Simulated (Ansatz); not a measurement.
HfC: geometry relaxation (part 1 of 2)

System: HfC (P6₃mc, 4 atoms in the cell).
Method: DFT r2SCAN, scalar-relativistic, plane waves, PAW, no spin polarisation (Ansatz 0.2.0).

The structure was made by swapping elements on the sites of another compound; it need not be a known phase. It belongs to a series of runs on one base structure; here: Si -> Hf on all its sites, cell and atoms relaxed. Figures and captions count atoms from 1; the log counts them from 0 in places.

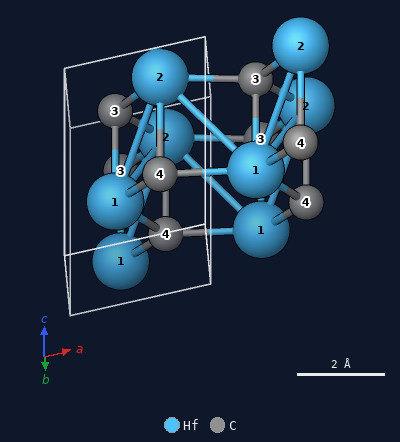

Fig. 1: The structure as given in the input (ball-and-stick view of the cell of the calculation, repeated 2 × 2 × 1, seen at an oblique angle; atoms are numbered from 1 in the order of the input).

Input
```yaml
crystal:
  lattice:
    - [3.8322690023, 0.0, 0.0]
    - [-1.9161345012, 3.3188423101, 0.0]
    - [0.0, 0.0, 4.6499174167]
  atoms:
    - { symbol: Hf, position: [0.3333333333, 0.6666666667, 0.4459775374] }
    - { symbol: Hf, position: [0.6666666667, 0.3333333333, 0.9459775374] }
    - { symbol: C, position: [0.3333333333, 0.6666666667, 0.9290224626] }
    - { symbol: C, position: [0.6666666667, 0.3333333333, 0.4290224626] }
basis:
  ecutwfc: 500
kpoints:
  mp_grid: { grid: [12, 12, 10] }
hamiltonian:
  xc: r2scan
scf:
  occupations: { method: gaussian, width: 0.1 }
output:
  forces: true
  stress: true
  eigenvalues: true
  write_density: true
  write_potential: true
  elf: true
  volumetric_format: npy
relax:
  adjacent_minimum: "off"
  f_tol: 0.01
  max_steps: 60
  cell: { stress_tol: 0.1 }
```

Launched with:
```bash
ansatz run input.yaml --threads 1 --pin off --max-ram 2560MiB --backend cpu --events-out ev --progress --plain --runs-dir out
```

Output
```
Engine: ansatz 0.2.0, x86_64-unknown-linux-gnu
Pseudopotentials: kind: paw
Pseudopotential: Hf, paw, valence charge 26, recommended cutoff 500 eV (meta_gga), Hf.paw.azcp
Pseudopotential: C, paw, valence charge 4, recommended cutoff 500 eV (meta_gga), C.paw.azcp
Functional definition: r2SCAN
  parameter k0 = 0.174
  parameter k1 = 0.065
  parameter a1 = 4.9479
  exchange = r2scan_x(k0 = k0, k1 = k1, a1 = a1)
  correlation = r2scan_c
Crystal: 4 atoms, lattice volume = 59.141 Å³
Basis set: ecut = 500 eV, 1487 PW (Γ), exchange–correlation on 120×120×144 points (64 copies of the dense FFT grid, shifted against one another)
Bands: 36, of which v1, the nominal top of the filled ones, is band 30 counted from 1 (29 counted from 0)
Symmetry: 12 space group operations
Space group: P63mc (ITA 186), of the structure as read, at distance tolerance 3.9e-5 Å
k-points: 114 of 1440 (time reversal used)
Non-local potential: Hf, projectors of the file, l = 0: 3, l = 1: 2, l = 2: 2, l = 3: 3
Non-local potential: C, projectors of the file, l = 0: 2, l = 1: 2, l = 2: 1
PAW form: soft (Blöchl's): semilocal exchange-correlation on the pseudo side does not see the compensation charge
PAW frozen core: Hf, regenerated for the run's functional (the file was generated under x = pbe(κ = 0.804, μ = 0.2195149727645171), c = pbe(β = 0.06672455060314922))
PAW frozen core: C, regenerated for the run's functional (the file was generated under x = pbe(κ = 0.804, μ = 0.2195149727645171), c = pbe(β = 0.06672455060314922))
PAW one-centre angular grid: Hf, 974 points (default); XC on 160 Gauss nodes
PAW one-centre angular grid: C, 302 points (default); XC on 239 of its mesh's 2573 points in the sphere
Initial density: superposition of atomic densities (neutral atoms: chi_scale 0, normalization atom), corrected by the library's trained network
Initial wavefunctions: pseudopotential atomic-orbital guess
Functional: x = r2scan, c = r2scan; τ floored in thin density (d = 2e-4 eV/Å³)
SCF iter   1: F=—  HF=-31972.751051 eV  |F-HF|=—  |Δ(HF+E_count)|=         —  Δρ=9.34e-3  dr2=4.02e-2  dr2_τ=2.94e-1  ethr=1.77e-3  ⟨swp⟩=4.7  Hψ=13039  notcnv=0
preconditioner: auto → Kerker (q_TF=auto, 2.735 Å⁻¹)  [metal: Δε(μ)=0.052 eV  Ē_g=18.009 eV  σ=0.100 eV  W_gap=0.28  n_scr=22 (ndim 8)  ℏωp=36.1 eV  f_vac=0.026  D(μ)=0.31/eV (n_scr^D=0)]
SCF iter   2: F=—  HF=-31972.781294 eV  |F-HF|=—  |Δ(HF+E_count)|=   3.02e-2  Δρ=5.35e-3  dr2=1.85e-2  dr2_τ=1.88e-3  ethr=6.70e-5  ⟨swp⟩=2.0  Hψ=8962  notcnv=0  defer=158
SCF iter   3: F=—  HF=-31972.778822 eV  |F-HF|=—  |Δ(HF+E_count)|=   2.47e-3  Δρ=3.84e-3  dr2=8.34e-3  dr2_τ=3.89e-4  ethr=3.09e-5  ⟨swp⟩=2.0  Hψ=6174  notcnv=0  defer=158
SCF iter   4: F=—  HF=-31972.778761 eV  |F-HF|=—  |Δ(HF+E_count)|=   6.05e-5  Δρ=7.56e-4  dr2=5.61e-4  dr2_τ=1.53e-5  ethr=1.39e-5  ⟨swp⟩=2.0  Hψ=4774  notcnv=0  defer=158
SCF iter   5: F=—  HF=-31972.778778 eV  |F-HF|=—  |Δ(HF+E_count)|=   1.63e-5  Δρ=2.70e-4  dr2=9.34e-5  dr2_τ=2.02e-6  ethr=9.35e-7  ⟨swp⟩=2.0  Hψ=4700  notcnv=0  defer=158
SCF iter   6: F=—  HF=-31972.778775 eV  |F-HF|=—  |Δ(HF+E_count)|=   2.54e-6  Δρ=1.13e-4  dr2=8.67e-6  dr2_τ=8.30e-7  ethr=1.56e-7  ⟨swp⟩=2.0  Hψ=5258  notcnv=0  defer=158
SCF iter   7: F=—  HF=-31972.778776 eV  |F-HF|=—  |Δ(HF+E_count)|=   1.21e-6  Δρ=2.43e-5  dr2=2.90e-7  dr2_τ=9.31e-9  ethr=1.44e-8  ⟨swp⟩=2.0  Hψ=5402  notcnv=0  defer=158
SCF iter   8: F=-31972.778777 eV  HF=-31972.778777 eV  |F-HF|=5.00e-9  |Δ(HF+E_count)|=   1.82e-7  Δρ=6.92e-6  dr2=3.30e-8  dr2_τ=1.23e-9  ethr=1.67e-10  ⟨swp⟩=12.7  Hψ=31330  notcnv=0
SCF 1 converged in 8 iterations: F = -31972.778777 eV  dr2 = 3.30e-8
  Residual-converged pass: ⟨swp⟩=1.0  Hψ=4563  notcnv=0  max |occ|·‖R‖ = 7.0e-9 eV (tolerance 1.0e-8 eV)  dr2=3.30e-8  dr2_τ=1.23e-9  dr2_onsite=3.71e-9  max |Δocc| = 4.7e-12
  greatest PAW one-centre occupation: 0.998 electrons in one spin orbital (limit 2), on the Hf atom at site 0 (counted from 0), in its partial waves of l = 3
relax step   1: F+E_penalty+E_count = -31972.77877668 eV  Δ(F+E_penalty+E_count) = +0.000e0 eV  max|allowed force component| = 1.328e-1 eV/Å  Δτ_max = 0.0000 Å  P = +0.013 GPa  Ω = 59.141 Å³  (8 SCF iters, dr2 threshold 1.00e-7 eV, accepted)
Crystal: 4 atoms, lattice volume = 59.085 Å³
Basis set: ecut = 500 eV, 1475 PW (Γ), exchange–correlation on 120×120×144 points (64 copies of the dense FFT grid, shifted against one another)
Initial density: handed on by an earlier stage of this run
Initial wavefunctions: those handed on with the density
iter 1 solved again at ethr=1.08e-6 eV; its pass at ethr=3.10e-3 eV (dr2=6.49e-4 eV) is discarded
SCF iter   1: F=—  HF=-31972.778951 eV  |F-HF|=—  |Δ(HF+E_count)|=         —  Δρ=1.24e-3  dr2=6.64e-4  dr2_τ=5.90e-3  ethr=1.08e-6  ⟨swp⟩=2.0  Hψ=16625  notcnv=0
preconditioner: auto → Kerker (q_TF=auto, 2.735 Å⁻¹)  [metal: Δε(μ)=0.022 eV  Ē_g=17.774 eV  σ=0.100 eV  W_gap=0.12  n_scr=22 (ndim 8)  ℏωp=36.2 eV  f_vac=0.040  D(μ)=0.35/eV (n_scr^D=0)]
SCF iter   2: F=—  HF=-31972.781571 eV  |F-HF|=—  |Δ(HF+E_count)|=   2.62e-3  Δρ=7.29e-4  dr2=2.70e-4  dr2_τ=5.85e-6  ethr=1.08e-6  ⟨swp⟩=2.0  Hψ=7519  notcnv=0
SCF iter   3: F=—  HF=-31972.781494 eV  |F-HF|=—  |Δ(HF+E_count)|=   7.70e-5  Δρ=1.52e-4  dr2=1.32e-5  dr2_τ=2.33e-6  ethr=4.49e-7  ⟨swp⟩=2.0  Hψ=5273  notcnv=0
SCF iter   4: F=—  HF=-31972.781498 eV  |F-HF|=—  |Δ(HF+E_count)|=   3.58e-6  Δρ=8.19e-5  dr2=2.37e-6  dr2_τ=2.26e-7  ethr=2.20e-8  ⟨swp⟩=2.0  Hψ=6612  notcnv=0
SCF iter   5: F=—  HF=-31972.781500 eV  |F-HF|=—  |Δ(HF+E_count)|=   1.70e-6  Δρ=4.22e-5  dr2=7.46e-7  dr2_τ=7.42e-8  ethr=3.96e-9  ⟨swp⟩=2.0  Hψ=7516  notcnv=0
SCF iter   6: F=-31972.781499 eV  HF=-31972.781499 eV  |F-HF|=3.45e-8  |Δ(HF+E_count)|=   1.73e-7  Δρ=1.31e-5  dr2=7.94e-8  dr2_τ=9.16e-9  ethr=6.67e-10  ⟨swp⟩=9.4  Hψ=35400  notcnv=0
SCF 2 converged in 6 iterations: F = -31972.781499 eV  dr2 = 7.94e-8
  greatest PAW one-centre occupation: 0.998 electrons in one spin orbital (limit 2), on the Hf atom at site 1 (counted from 0), in its partial waves of l = 3
relax step   2: F+E_penalty+E_count = -31972.78149940 eV  Δ(F+E_penalty+E_count) = -2.723e-3 eV  max|allowed force component| = 1.060e-1 eV/Å  Δτ_max = 0.0056 Å  P = +0.144 GPa  Ω = 59.085 Å³  energy of the carried Pulay correction = +7.466e-6 eV  (6 SCF iters, dr2 threshold 4.00e-7 eV, accepted)
Crystal: 4 atoms, lattice volume = 59.909 Å³
Basis set: ecut = 500 eV, 1499 PW (Γ), exchange–correlation on 120×120×144 points (64 copies of the dense FFT grid, shifted against one another)
iter 1 solved again at ethr=3.29e-5 eV; its pass at ethr=3.10e-3 eV (dr2=1.97e-2 eV) is discarded
SCF iter   1: F=—  HF=-31972.721388 eV  |F-HF|=—  |Δ(HF+E_count)|=         —  Δρ=6.33e-3  dr2=1.98e-2  dr2_τ=1.38e-1  ethr=3.29e-5  ⟨swp⟩=1.2  Hψ=19532  notcnv=0
preconditioner: auto → Kerker (q_TF=auto, 2.729 Å⁻¹)  [metal: Δε(μ)=0.091 eV  Ē_g=17.760 eV  σ=0.100 eV  W_gap=0.48  n_scr=22 (ndim 8)  ℏωp=35.9 eV  f_vac=0.046  D(μ)=0.21/eV (n_scr^D=0)]
SCF iter   2: F=—  HF=-31972.781924 eV  |F-HF|=—  |Δ(HF+E_count)|=   6.05e-2  Δρ=3.80e-3  dr2=8.37e-3  dr2_τ=1.40e-4  ethr=3.29e-5  ⟨swp⟩=2.0  Hψ=7662  notcnv=0
SCF iter   3: F=—  HF=-31972.779964 eV  |F-HF|=—  |Δ(HF+E_count)|=   1.96e-3  Δρ=1.04e-3  dr2=6.41e-4  dr2_τ=7.76e-5  ethr=1.40e-5  ⟨swp⟩=2.0  Hψ=5441  notcnv=0
SCF iter   4: F=—  HF=-31972.779951 eV  |F-HF|=—  |Δ(HF+E_count)|=   1.24e-5  Δρ=4.69e-4  dr2=1.24e-4  dr2_τ=7.60e-6  ethr=1.07e-6  ⟨swp⟩=2.1  Hψ=6590  notcnv=0
SCF iter   5: F=—  HF=-31972.780015 eV  |F-HF|=—  |Δ(HF+E_count)|=   6.41e-5  Δρ=2.25e-4  dr2=2.39e-5  dr2_τ=3.41e-6  ethr=2.07e-7  ⟨swp⟩=2.0  Hψ=7523  notcnv=0
SCF iter   6: F=—  HF=-31972.780006 eV  |F-HF|=—  |Δ(HF+E_count)|=   9.46e-6  Δρ=1.14e-4  dr2=7.50e-6  dr2_τ=5.85e-7  ethr=3.98e-8  ⟨swp⟩=2.0  Hψ=7523  notcnv=0
SCF iter   7: F=—  HF=-31972.780007 eV  |F-HF|=—  |Δ(HF+E_count)|=   1.06e-6  Δρ=3.37e-5  dr2=1.02e-6  dr2_τ=1.43e-8  ethr=1.25e-8  ⟨swp⟩=2.0  Hψ=6611  notcnv=0
SCF iter   8: F=-31972.780007 eV  HF=-31972.780007 eV  |F-HF|=8.26e-9  |Δ(HF+E_count)|=   3.04e-7  Δρ=8.94e-6  dr2=9.25e-8  dr2_τ=2.99e-9  ethr=6.67e-10  ⟨swp⟩=9.2  Hψ=35226  notcnv=0
SCF 3 converged in 8 iterations: F = -31972.780007 eV  dr2 = 9.25e-8
  Residual-converged pass: ⟨swp⟩=1.0  Hψ=4564  notcnv=0  max |occ|·‖R‖ = 7.0e-9 eV (tolerance 1.0e-8 eV)  dr2=9.25e-8  dr2_τ=2.99e-9  dr2_onsite=3.64e-9  max |Δocc| = 5.2e-13
relax step   3: F+E_penalty+E_count = -31972.78000715 eV  Δ(F+E_penalty+E_count) = +1.492e-3 eV  max|allowed force component| = 5.923e-3 eV/Å  Δτ_max = 0.0266 Å  P = -2.600 GPa  Ω = 59.909 Å³  energy of the carried Pulay correction = -1.017e-4 eV  (8 SCF iters, dr2 threshold 4.00e-7 eV, rejected (line search))
Crystal: 4 atoms, lattice volume = 59.054 Å³
iter 1 solved again at ethr=1.21e-5 eV; its pass at ethr=3.10e-3 eV (dr2=7.27e-3 eV) is discarded
SCF iter   1: F=—  HF=-31972.761858 eV  |F-HF|=—  |Δ(HF+E_count)|=         —  Δρ=3.64e-3  dr2=7.16e-3  dr2_τ=4.17e-2  ethr=1.21e-5  ⟨swp⟩=1.8  Hψ=19427  notcnv=0
preconditioner: auto → Kerker (q_TF=auto, 2.736 Å⁻¹)  [metal: Δε(μ)=0.106 eV  Ē_g=17.770 eV  σ=0.100 eV  W_gap=0.49  n_scr=22 (ndim 8)  ℏωp=36.2 eV  f_vac=0.038  D(μ)=0.28/eV (n_scr^D=0)]
SCF iter   2: F=—  HF=-31972.785993 eV  |F-HF|=—  |Δ(HF+E_count)|=   2.41e-2  Δρ=2.23e-3  dr2=3.18e-3  dr2_τ=5.35e-5  ethr=1.19e-5  ⟨swp⟩=2.0  Hψ=7524  notcnv=0
SCF iter   3: F=—  HF=-31972.785396 eV  |F-HF|=—  |Δ(HF+E_count)|=   5.97e-4  Δρ=8.68e-4  dr2=5.04e-4  dr2_τ=5.82e-5  ethr=5.30e-6  ⟨swp⟩=2.0  Hψ=5700  notcnv=0
SCF iter   4: F=—  HF=-31972.785340 eV  |F-HF|=—  |Δ(HF+E_count)|=   5.61e-5  Δρ=3.08e-4  dr2=6.95e-5  dr2_τ=3.77e-6  ethr=8.39e-7  ⟨swp⟩=2.0  Hψ=5465  notcnv=0
SCF iter   5: F=—  HF=-31972.785351 eV  |F-HF|=—  |Δ(HF+E_count)|=   1.09e-5  Δρ=1.13e-4  dr2=7.82e-6  dr2_τ=5.85e-7  ethr=1.16e-7  ⟨swp⟩=2.4  Hψ=6797  notcnv=0
SCF iter   6: F=—  HF=-31972.785354 eV  |F-HF|=—  |Δ(HF+E_count)|=   3.05e-6  Δρ=5.08e-5  dr2=2.15e-6  dr2_τ=2.57e-7  ethr=1.30e-8  ⟨swp⟩=2.0  Hψ=6622  notcnv=0
SCF iter   7: F=—  HF=-31972.785348 eV  |F-HF|=—  |Δ(HF+E_count)|=   6.15e-6  Δρ=2.44e-5  dr2=3.41e-7  dr2_τ=7.73e-9  ethr=3.58e-9  ⟨swp⟩=2.0  Hψ=7524  notcnv=0
SCF iter   8: F=—  HF=-31972.785348 eV  |F-HF|=—  |Δ(HF+E_count)|=   9.36e-8  Δρ=7.88e-6  dr2=4.43e-8  dr2_τ=8.41e-10  ethr=5.69e-10  ⟨swp⟩=2.0  Hψ=7516  notcnv=0
SCF iter   9: F=—  HF=-31972.785348 eV  |F-HF|=—  |Δ(HF+E_count)|=   6.41e-9  Δρ=3.87e-6  dr2=1.04e-8  dr2_τ=6.52e-10  ethr=7.39e-11  ⟨swp⟩=2.0  Hψ=6831  notcnv=0
SCF iter  10: F=—  HF=-31972.785348 eV  |F-HF|=—  |Δ(HF+E_count)|=  3.38e-10  Δρ=6.37e-7  dr2=2.18e-10  dr2_τ=8.99e-12  ethr=1.74e-11  ⟨swp⟩=2.0  Hψ=5274  notcnv=0
SCF iter  11: F=-31972.785348 eV  HF=-31972.785348 eV  |F-HF|=1.82e-11  |Δ(HF+E_count)|=  1.06e-10  Δρ=1.62e-7  dr2=1.14e-11  dr2_τ=8.37e-13  ethr=1.00e-12  ⟨swp⟩=6.1  Hψ=21636  notcnv=0
SCF 4 converged in 11 iterations: F = -31972.785348 eV  dr2 = 1.14e-11
relax step   4: F+E_penalty+E_count = -31972.78534765 eV  Δ(F+E_penalty+E_count) = -3.848e-3 eV  max|allowed force component| = 4.259e-2 eV/Å  Δτ_max = 0.0130 Å  P = +0.119 GPa  Ω = 59.054 Å³  energy of the carried Pulay correction = +1.160e-5 eV  (11 SCF iters, accepted)
Crystal: 4 atoms, lattice volume = 59.078 Å³
iter 1 solved again at ethr=6.67e-6 eV; its pass at ethr=3.10e-3 eV (dr2=4.00e-3 eV) is discarded
SCF iter   1: F=—  HF=-31972.773218 eV  |F-HF|=—  |Δ(HF+E_count)|=         —  Δρ=3.00e-3  dr2=4.15e-3  dr2_τ=2.96e-2  ethr=6.67e-6  ⟨swp⟩=2.0  Hψ=17376  notcnv=0
preconditioner: auto → Kerker (q_TF=auto, 2.735 Å⁻¹)  [metal: Δε(μ)=0.054 eV  Ē_g=17.775 eV  σ=0.100 eV  W_gap=0.30  n_scr=22 (ndim 8)  ℏωp=36.2 eV  f_vac=0.042  D(μ)=0.22/eV (n_scr^D=0)]
SCF iter   2: F=—  HF=-31972.786331 eV  |F-HF|=—  |Δ(HF+E_count)|=   1.31e-2  Δρ=1.80e-3  dr2=1.70e-3  dr2_τ=3.18e-5  ethr=6.67e-6  ⟨swp⟩=2.0  Hψ=7514  notcnv=0
SCF iter   3: F=—  HF=-31972.785875 eV  |F-HF|=—  |Δ(HF+E_count)|=   4.55e-4  Δρ=3.33e-4  dr2=4.78e-5  dr2_τ=8.54e-6  ethr=2.84e-6  ⟨swp⟩=2.0  Hψ=5255  notcnv=0
SCF iter   4: F=—  HF=-31972.785910 eV  |F-HF|=—  |Δ(HF+E_count)|=   3.45e-5  Δρ=1.90e-4  dr2=1.21e-5  dr2_τ=8.95e-7  ethr=7.96e-8  ⟨swp⟩=2.0  Hψ=6754  notcnv=0
SCF iter   5: F=—  HF=-31972.785922 eV  |F-HF|=—  |Δ(HF+E_count)|=   1.16e-5  Δρ=8.50e-5  dr2=3.31e-6  dr2_τ=4.77e-7  ethr=2.02e-8  ⟨swp⟩=2.0  Hψ=7523  notcnv=0
SCF iter   6: F=—  HF=-31972.785919 eV  |F-HF|=—  |Δ(HF+E_count)|=   2.99e-6  Δρ=2.01e-5  dr2=2.00e-7  dr2_τ=1.94e-8  ethr=5.51e-9  ⟨swp⟩=2.0  Hψ=7523  notcnv=0
SCF iter   7: F=-31972.785919 eV  HF=-31972.785919 eV  |F-HF|=2.57e-8  |Δ(HF+E_count)|=   1.98e-7  Δρ=8.48e-6  dr2=4.83e-8  dr2_τ=1.66e-9  ethr=3.31e-10  ⟨swp⟩=8.4  Hψ=27862  notcnv=0
SCF 5 converged in 7 iterations: F = -31972.785919 eV  dr2 = 4.83e-8
relax step   5: F+E_penalty+E_count = -31972.78591877 eV  Δ(F+E_penalty+E_count) = -5.711e-4 eV  max|allowed force component| = 1.758e-2 eV/Å  Δτ_max = 0.0125 Å  P = +0.163 GPa  Ω = 59.078 Å³  energy of the carried Pulay correction = +8.399e-6 eV  (7 SCF iters, dr2 threshold 1.99e-7 eV, accepted)
Crystal: 4 atoms, lattice volume = 59.086 Å³
iter 1 solved again at ethr=2.01e-6 eV; its pass at ethr=3.10e-3 eV (dr2=1.21e-3 eV) is discarded
```
